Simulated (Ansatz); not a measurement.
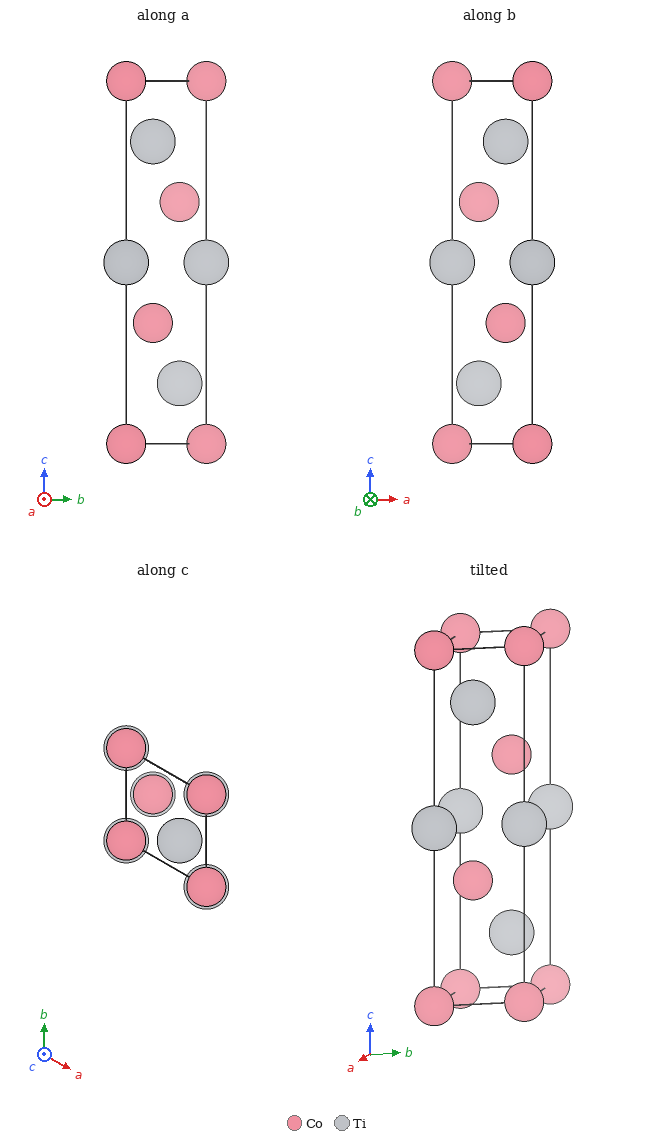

Crystal structure, spheres-only style, seen along the a axis, along the b axis, along the c axis and slightly off an axis. The frame is the conventional unit cell; atoms at its boundary are shown with their periodic copies.

Lattice parameters: a = 2.863 Å, b = 2.863 Å, c = 11.221 Å, α = 90.00°, β = 90.00°, γ = 120.00°.

**From the views, write a table of Wyckoff sites.**

Space group R-3m:H (No. 166).
```
atom  site       x       y       z
  Co    3a  0.0000  0.0000  0.0000
  Ti    3b  0.3333  0.6667  0.1667
```

The structure comes from a structure type filled with these elements by a generator (whether the compound takes this form wasn't checked). A relaxation with DFT r2SCAN, scalar-relativistic, plane waves, PAW (Ansatz 0.2.0) gave the geometry drawn.
